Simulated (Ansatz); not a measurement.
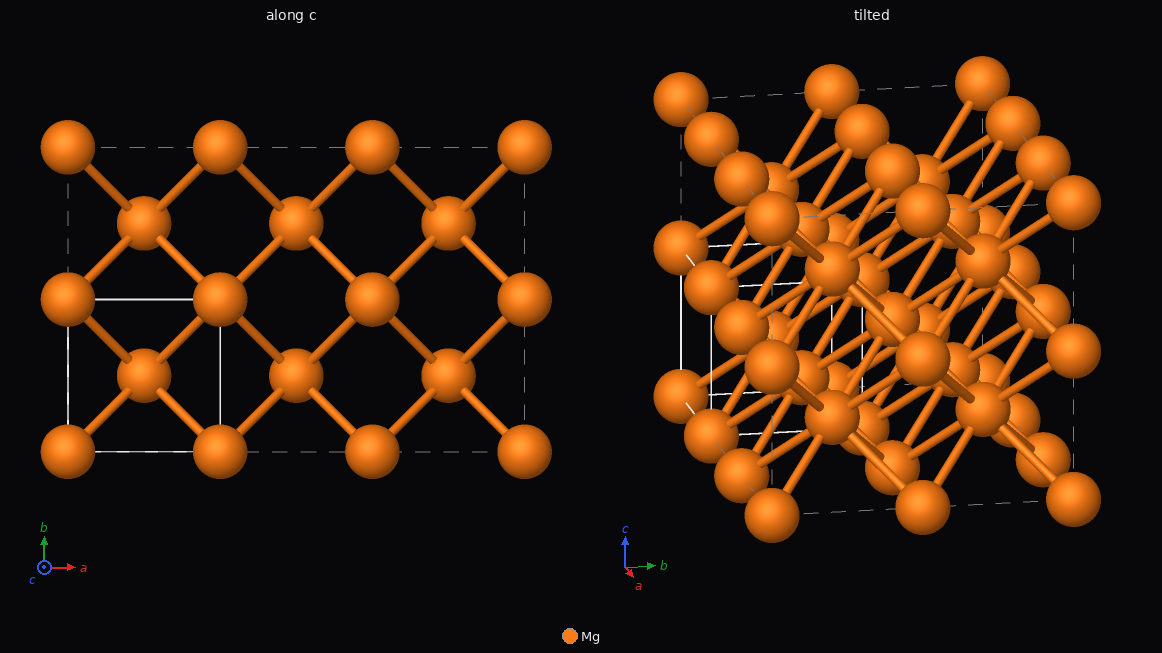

Structure drawing (ball-and-stick), viewed along the c axis and slightly off an axis. A 3×2×2 array of cells is drawn; the conventional unit cell has the solid edges.

Mg, space group Im-3m (No. 229), a = 3.27 Å, b = 3.27 Å, c = 3.27 Å, α = 90.00°, β = 90.00°, γ = 90.00°.

The calculation used Ansatz 0.2.0, DFT PBEsol, scalar-relativistic, plane waves, PAW, with E_cut = 420 eV, k-points about 0.11 Å⁻¹ apart, Gaussian smearing of 0.15 eV, no spin polarisation.

**Is it a metal or an insulator at this level of theory?**

A metal: bands cross the Fermi level.

**State the hydrostatic pressure.**

The computed pressure is 14.9 GPa (compressed: it would expand).

Source of the structure: a structure listed in the Materials Project. The cell was then strained or its atoms displaced on purpose. Ansatz was used for an electronic-structure calculation on it.

At this level of theory the cell isn't at rest (compressed, at 15 GPa), so its distances can differ from those at equilibrium, the more so the softer the solid.
